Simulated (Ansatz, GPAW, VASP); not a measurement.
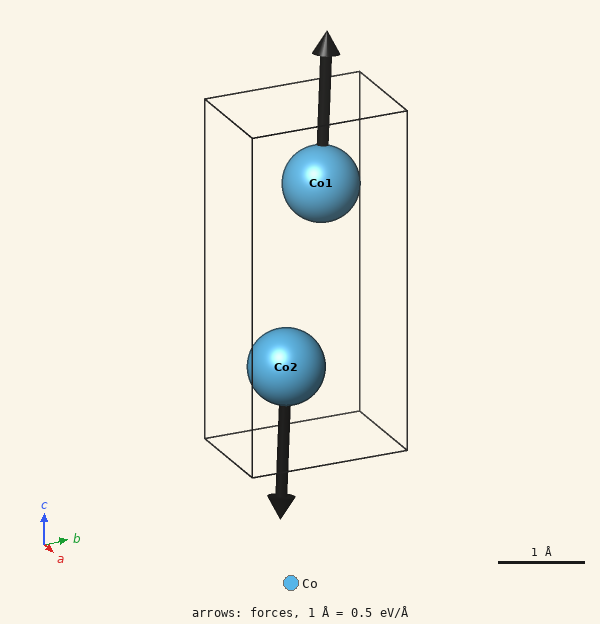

Co (2 atoms) with its atoms moved off their places at random, by some hundredths of an ångström. The arrows are the forces from VASP (PBE potentials, release 64 Co). The parent cell is a structure listed in the Materials Project.

```
Co
1.0
     2.48736    0.00000    0.00000
    -1.24368    2.15412    0.00000
     0.00000    0.00000    4.06329
Co
2
Direct
  0.33137 0.64975 0.73713
  0.67030 0.32052 0.26370
```

The same cell was run in three programs or potential sets. Alike in all runs: functional PBE; k mesh 12 × 12 × 7 on the run's cell of 2 atoms; occupations fermi-dirac, width 0.05 eV; collinear spin, ferromagnetic start; no spin-orbit coupling. The table gives the Cartesian components of the force on Co1; with the net force removed, that on Co2 is equal and opposite.

| program | Fx on Co1 (eV/Å) | Fy on Co1 (eV/Å) | Fz on Co1 (eV/Å) |
| --- | --- | --- | --- |
| VASP (PBE potentials, release 64 Co) | 0.022 | 0.022 | 0.704 |
| GPAW (PAW data 1.2.1) | 0.023 | 0.023 | 0.767 |
| Ansatz LAPW (all-electron) | ? | ? | ? |

Estimate the row of Ansatz LAPW (all-electron).

Answer. (0.023, 0.023, 0.720) eV/Å on Co1. The medians of the other rows are 0.023, 0.023, 0.735 eV/Å.

How well do the programs agree?

Answer. The size of the force spans 0.705 to 0.767 eV/Å. Against the median force vectors, the rows deviate by 0.016 eV/Å rms as a rule, and GPAW (PAW data 1.2.1) most, by 0.047 eV/Å. With one functional throughout, the spread comes from potentials, basis sets and numerical settings, or from slightly different magnetic solutions. Deviations count direction as well as size.
